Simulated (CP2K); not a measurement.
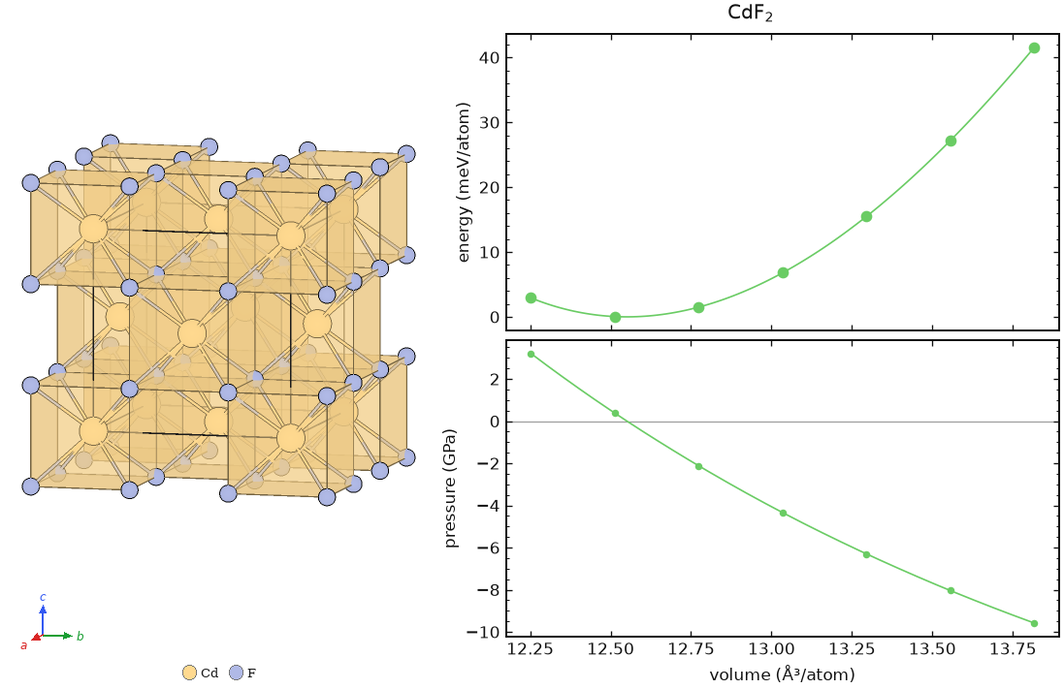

Plotted: energy and pressure against volume for CdF₂, space group Fm-3m (No. 225). The conventional cell is drawn beside the plot.

The given structure:
```
CELL_PARAMETERS angstrom
3.80989 0.00000 0.00000
1.90495 3.29946 0.00000
1.90495 1.09982 3.11076
ATOMIC_POSITIONS crystal
Cd 0.00000 0.00000 0.00000
F 0.75000 0.75000 0.75000
F 0.25000 0.25000 0.25000
```

Computed with CP2K 2026.2: DFT in Gaussian orbitals with a plane-wave density, no spin polarisation; energies at scaled volumes of the given cell, shape and fractions fixed, counted from the fit's minimum, third-order Birch-Murnaghan fit. Level: LDA.

- k mesh: 9×9×9
- occupations: Fermi–Dirac
- smearing width: 0.0259 eV
- potentials: GTH PADE with UZH TZVP basis
- density cutoff: 10200 eV
- program settings: ngrids 5, basis sets Cd TZVP-MOLOPT-PBE-GTH-q12, basis sets F TZVP-MOLOPT-PBE-GTH-q7, cutoff ry 750 Ry, rel cutoff ry 60 Ry

### What equilibrium volume and bulk modulus follow from the curve?

A third-order Birch–Murnaghan fit gives V0 = 12.55 Å³/atom, B0 = 126 GPa and B′ = 4.9.

### How does the pressure vary with volume?

It falls from 3.21 GPa at volume 12.25 Å³/atom to −9.58 GPa at 13.82 Å³/atom, and changes sign near 12.55 Å³/atom.

The computed values:

| volume (Å³/atom) | energy (meV/atom) | pressure (GPa) |
| --- | --- | --- |
| 12.25 | 2.92 | 3.21 |
| 12.51 | 0.05 | 0.38 |
| 12.77 | 1.50 | −2.12 |
| 13.03 | 6.80 | −4.34 |
| 13.30 | 15.49 | −6.30 |
| 13.56 | 27.19 | −8.04 |
| 13.82 | 41.55 | −9.58 |
